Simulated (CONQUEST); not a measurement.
# Sn: 7 runs along one coordinate

System: Sn (I4₁/amd, 4 atoms in the cell).
Method: Kohn-Sham DFT of a periodic cell, PBE, PseudoDojo NC PBE, no spin polarisation (CONQUEST 1.3).

The 7 runs differ only in the geometry, by an even scaling of the cell at fixed fractional positions. The structure derives from a Materials Project entry.

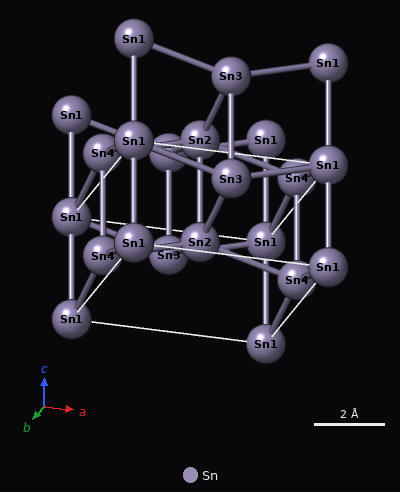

Figure 1. The structure of run 4 (ball-and-stick view of the cell of the calculation, set on other vectors, repeated 1 × 1 × 2, seen at an oblique angle; atoms are numbered from 1 in the order of the input).

## Input of run 4
```
IO.Title Sn
IO.Coordinates coords.dat
IO.FractionalAtomicCoords T
IO.Iprint 2
IO.Iprint_init 1
General.NumberOfSpecies 1
General.PseudopotentialType hamann
AtomMove.TypeOfRun static
AtomMove.FullStress T
Grid.PointsAlongX 32
Grid.PointsAlongY 60
Grid.PointsAlongZ 60
DM.SolutionMethod diagon
Diag.MPMesh T
Diag.GammaCentred T
Diag.MPMeshX 8
Diag.MPMeshY 5
Diag.MPMeshZ 5
Diag.kT 0.00183747
minE.SCTolerance 1e-6
SC.MaxIters 100
IO.AtomChargeOutput T
%block ChemicalSpeciesLabel
1 118.710 Sn
%endblock
```

Command:
```bash
Conquest
```

Lattice vectors (Å) and fractional positions of run 4:
```
   3.198604    0.000000    0.000000
   0.000000    5.880281    0.000000
   0.000000    0.000000    5.880281
Sn  0.000000  0.000000  0.000000
Sn  0.500000  0.500000  0.500000
Sn  0.250000  0.000000  0.500000
Sn  0.750000  0.500000  0.000000
```

Run 2 has the same physical settings and fractional positions; its lattice vectors (Å) are:
```
   3.155374    0.000000    0.000000
   0.000000    5.800808    0.000000
   0.000000    0.000000    5.800808
```

## Results, with one run withheld

| run | volume per atom (Å³) | free energy per atom, from the lowest run given (meV) | pressure (GPa) |
| --- | --- | --- | --- |
| 1 | 25.991 | 44.69 | 6.10 |
| 2 | 26.544 | ? | ? |
| 3 | 27.097 | 13.63 | 3.12 |
| 4 | 27.650 | 5.19 | 1.95 |
| 5 | 28.203 | 0.85 | 0.70 |
| 6 | 28.756 | 0.00 | −0.32 |
| 7 | 29.309 | 2.14 | −1.06 |

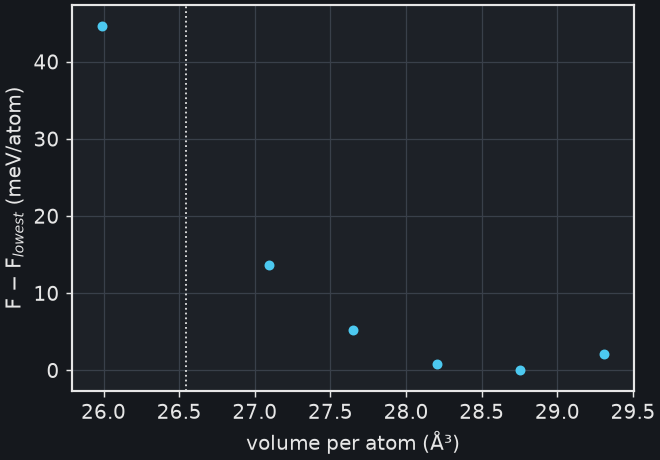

Figure 2. Free energy per atom of the runs given; the dotted line marks run 2.

Estimate the energy of run 2 from the others.

A cubic polynomial in V^(−2/3) (the Birch–Murnaghan form), fitted to the 6 runs given, misses them by at most 0.04 meV per atom. With x = V^(−2/3) − 0.10897 Å⁻², it reads F = 3.6714 + 3616 x + 8.8028e+05 x² + 7.6391e+06 x³ (meV per atom). At run 2 it gives 26.54 meV per atom, and the run itself gives 26.52. The slope of the fit gives a pressure −dF/dV of 4.47 GPa there, and the run prints 4.57 GPa. The two needn't agree exactly: the fit is approximate, and the printed stress is taken on a finite basis. The fit has its minimum at 28.628 Å³ per atom, where V d²F/dV² gives 47.3 GPa. Cell shape and fractional positions are held, so this is the stiffness under even scaling; the relaxed bulk modulus wasn't computed.

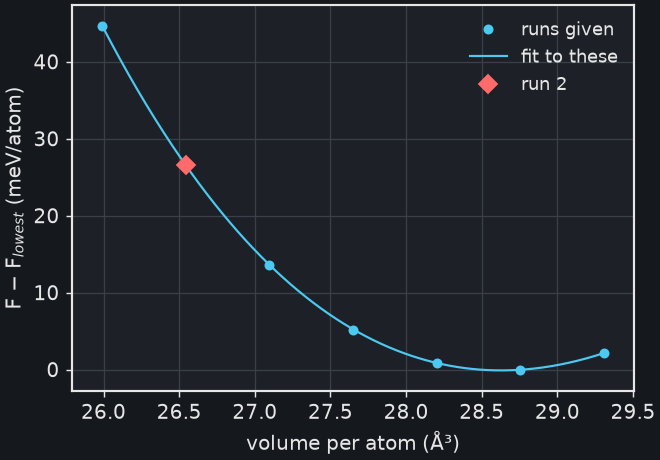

Figure 3. The fit and the withheld run.

## Some lines of the output (run 2)
```
[...]
          DFT Total Energy                 :      -315.165506297643276 Ha
          Free Energy (E-TS)               :      -315.171999239933996 Ha
          DFT Total Energy                 :      -315.170375537773111 Ha
          Free Energy (E-TS)               :      -315.171461240164092 Ha
          DFT Total Energy                 :      -315.170712233035260 Ha
          Free Energy (E-TS)               :      -315.171480632947805 Ha
          DFT Total Energy                 :      -315.170714149593323 Ha
          Free Energy (E-TS)               :      -315.171480741880998 Ha
          DFT Total Energy                 :      -315.170714244991757 Ha
          Free Energy (E-TS)               :      -315.171480746752877 Ha
          DFT Total Energy                 :      -315.170714256355552 Ha
      | Free Energy as E-TS      =      -315.171480746752877 Ha
      |* DFT total energy        =      -315.170714256355552 Ha
    force: Average pressure:      4.56547371 GPa
```

Notes: With a small basis of atomic orbitals these values can differ much from converged plane-wave results.
